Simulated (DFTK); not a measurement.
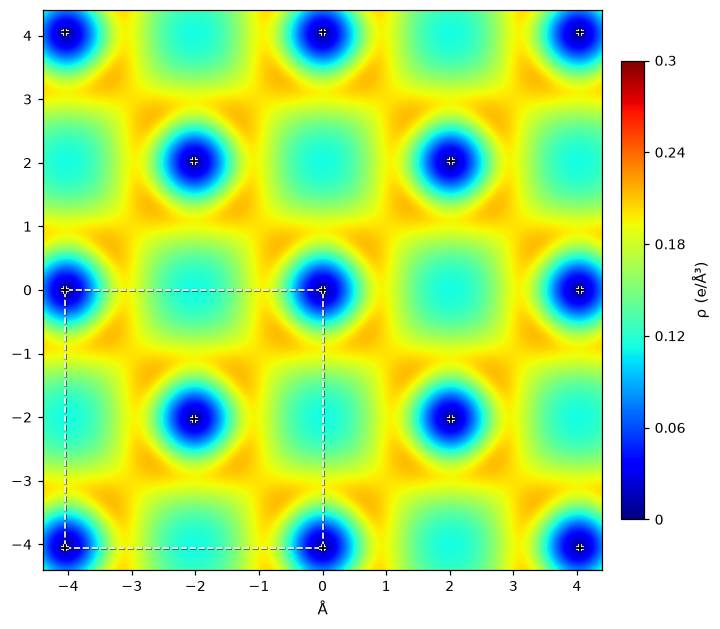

The valence electron density on a plane through atoms (crosses mark nuclei in the plane).

The calculation used DFTK, Kohn-Sham DFT of a periodic cell, PBEsol, dojo.nc.sr.PBEsol.v0_4_1.standard.upf.

Candidates:
A. Te₂Pt, a = 4.01 Å, b = 4.01 Å, c = 5.20 Å, α = 90.00°, β = 90.00°, γ = 120.00°. Space group P-3m1; not relaxed (largest force 0.8 eV/Å); computed pressure about 4 GPa in this cell.
B. Al, a = 4.05 Å, b = 4.05 Å, c = 4.05 Å, α = 90.00°, β = 90.00°, γ = 90.00°. Space group Fm-3m; computed pressure about −2 GPa in this cell.
C. Si, a = 2.62 Å, b = 2.62 Å, c = 2.47 Å, α = 90.00°, β = 90.00°, γ = 120.00°. Space group P6/mmm; a structure from a database of computed crystals, not necessarily the ambient phase.

> Which candidate gave the map?

Candidate B: Al on the (010) plane of the conventional cell, which holds Al. Al–Al (2.86 Å): ρ at the midpoint is about 0.2 e/Å³.
